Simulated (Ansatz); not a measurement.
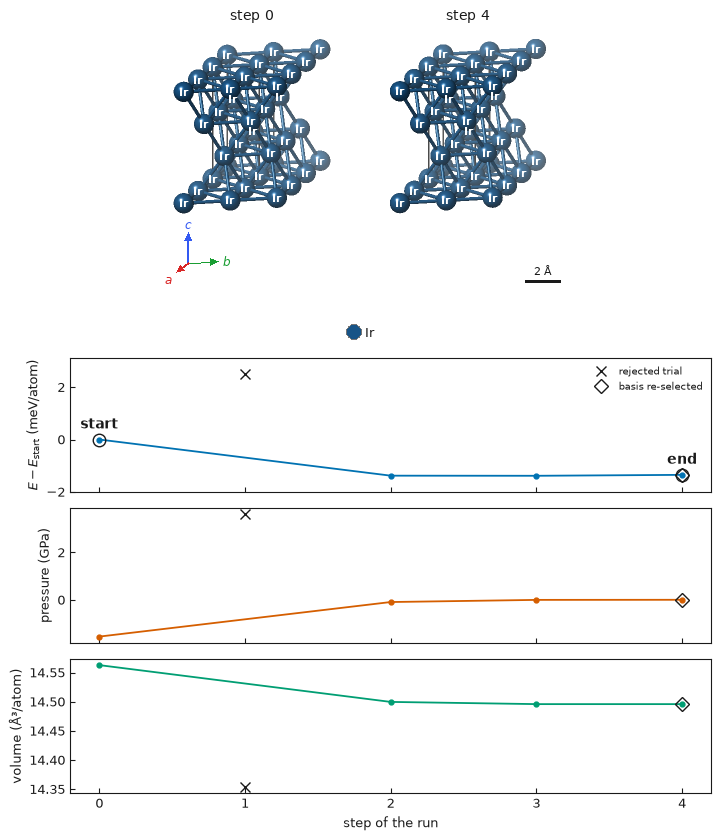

First and last geometry of a relaxation of a crystal of Ir (a generated structure, set up in R-3m), with the history of the run. Style: ball-and-stick. Shown: the cell of the calculation, repeated 3 × 2 × 1 with one cell outlined, slightly off an axis.

Case: stacking ABC.

Method: DFT PBE, scalar-relativistic, plane waves, PAW in Ansatz. (plane-wave cutoff 420 eV; k-point mesh 18 × 18 × 7; occupations gaussian; smearing width 0.1 eV; no spin polarisation; cell and atoms relaxed; force threshold 0.01 eV/Å; at most 45 steps)

Q: Did the run converge, and what did it change?

A: It converged. After 2 accepted moves (4 points after the start) the energy has fallen by 1.3 meV per atom. All forces vanish by symmetry, so only the cell relaxes. The pressure goes from −1.55 to 0.00 GPa. The line search rejected the trial step at point 1 of the run. The SCF was repeated once at an unchanged geometry on a basis and grid sized afresh for the cell, which shifted the energy by less than 0.05 meV per atom at most. No atom moves by more than 0.005 Å relative to the cell. Cell: a = b 2.748 → 2.736 Å (−0.4 %), c 6.680 → 6.706 Å (+0.4 %). Volume −0.5 %. Near-neighbour distances that change, for instance: Ir–Ir 2.748 → 2.736 Å. The space group (tolerance 0.01 Å) goes from R-3m (No. 166) to Fm-3m (No. 225).
